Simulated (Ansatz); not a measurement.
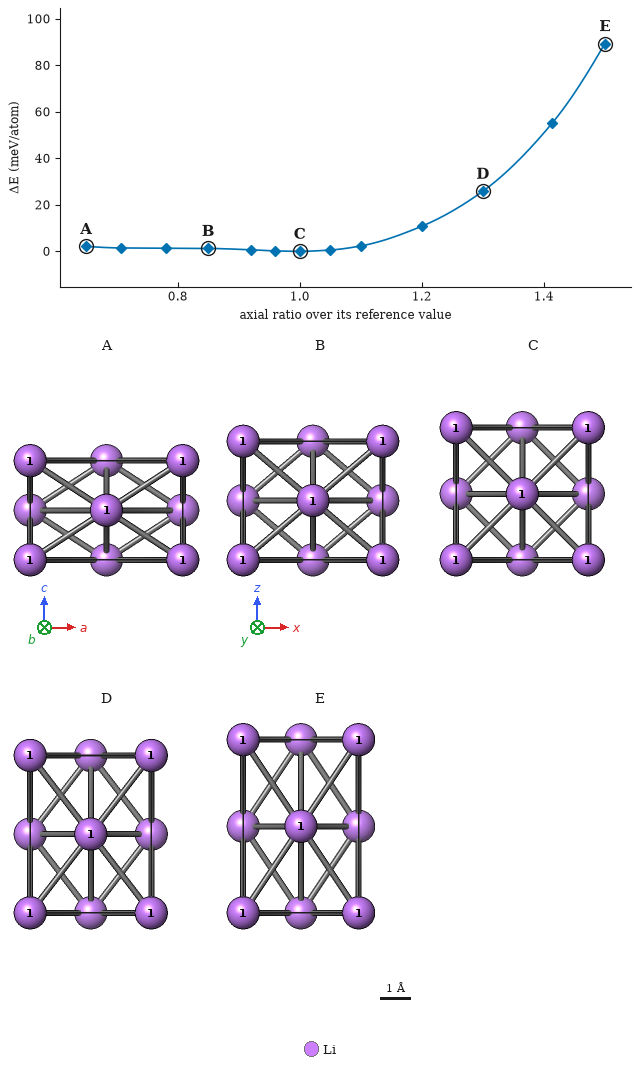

Crystalline Li (Fm-3m): the ratio of the cell's length along z to its lengths across, counted as 1 for the reference, is changed at fixed volume (a tetragonal or Bain path), with the atoms kept at their fractional coordinates. x, y and z are the Cartesian axes of the input. The lettered frames are marked on the plot. Style: ball-and-stick. Shown: the conventional cell (4 times the calculation's cell), along the b axis. Lengths and directions refer to the drawn axes.

Theory: DFT r2SCAN, scalar-relativistic, plane waves, PAW (Ansatz 0.2.0). Set-up: plane-wave cutoff 500 eV; k-point mesh 20 × 20 × 20; occupations gaussian; smearing width 0.15 eV; no spin polarisation. Energies (free energies at the smearing named) are counted from the cell as listed in its source, which wasn't relaxed.

Read off the main features of the energy profile.

Answer. Of the computed points the lowest is at the relative ratio 1.00, 0.0 meV/atom. At the ends of the scan the energy is 2.1 meV/atom (0.65) and 89.4 meV/atom (1.50). The distortion takes the space group from Fm-3m to I4/mmm, except for Im-3m at 0.707. At the relative ratio 1.50 the cell of the drawing goes a 4.404 → 3.847 Å, b 4.404 → 3.847 Å, c 4.404 → 5.771 Å.
